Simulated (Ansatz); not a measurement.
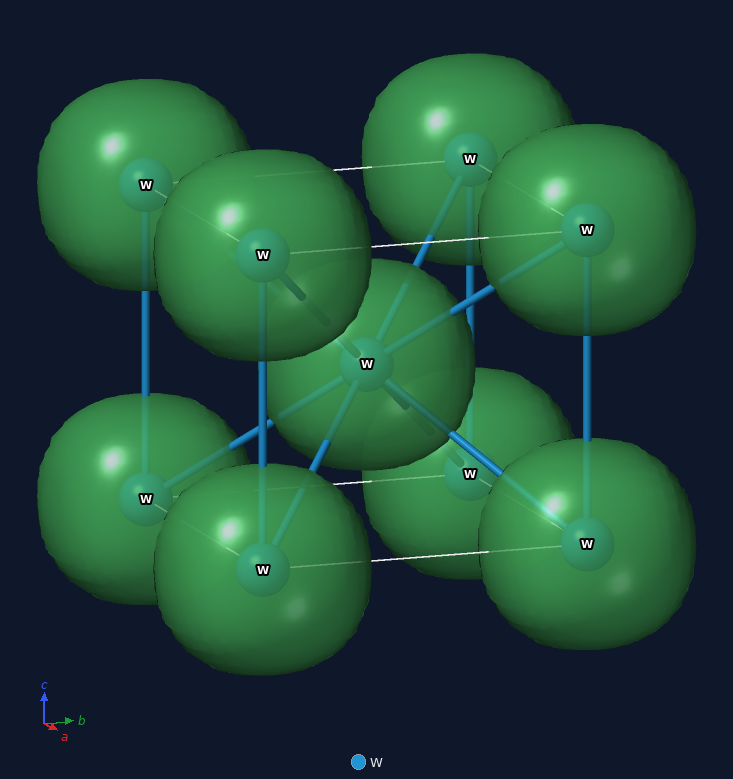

The picture shows: W. Isosurface of the valence electron density at 0.6 e/Å³ (green), seen slightly off an axis. Sticks mark near contacts.

Space group I4/mmm; changed on purpose from its base cell (band edges of the strained film's bulk); computed pressure about −14 GPa in this cell.

All numbers below come from DFT PBEsol, scalar-relativistic, plane waves, PAW (Ansatz).

In a PAW calculation such maps are meaningful between the atoms, not at the nuclei.

**What does this surface tell about the bonding?**

At this value the density breaks into separate islands; it holds about 70 % of the electrons treated as valence (semicore included). It bridges none of the near contacts. It is pinched off along the sampled W–W (2.78 Å) and W–W (3.06 Å) contacts. On the grid the lowest density along these lines, outside the cores, is 0.39 e/Å³ (W–W, 2.78 Å) and 0.28 e/Å³ (W–W, 3.06 Å).

**Metal or insulator at this level of theory?**

It is gapless in this calculation (a metal or semimetal).
